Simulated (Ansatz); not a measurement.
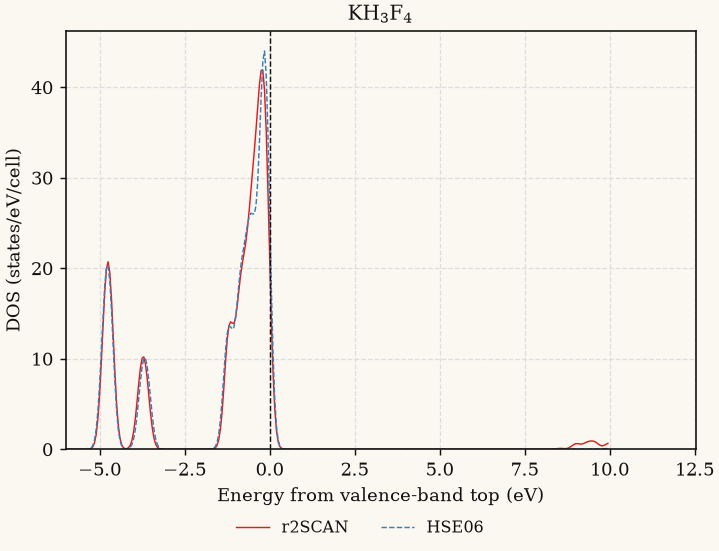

Total densities of states of KH₃F₄, space group R-3c (No. 167), 16 atoms in the cell, by two methods on the same cell. The curves are built from the levels of the k mesh with Gaussians 0.3 eV wide, which also blur the band edges. Each is counted from its own valence-band top.

How do the methods compare?

r2SCAN gives a gap of 8.53 eV and HSE06 gives a gap of 9.99 eV.

Settings. r2SCAN: DFT, r2SCAN, plane waves, PAW, no spin polarisation, 4×4×4 k mesh, 500 eV cutoff (Ansatz 0.2.0). HSE06: DFT, HSE06, plane waves, PAW, no spin polarisation, 4×4×4 k mesh, 420 eV cutoff (Ansatz).
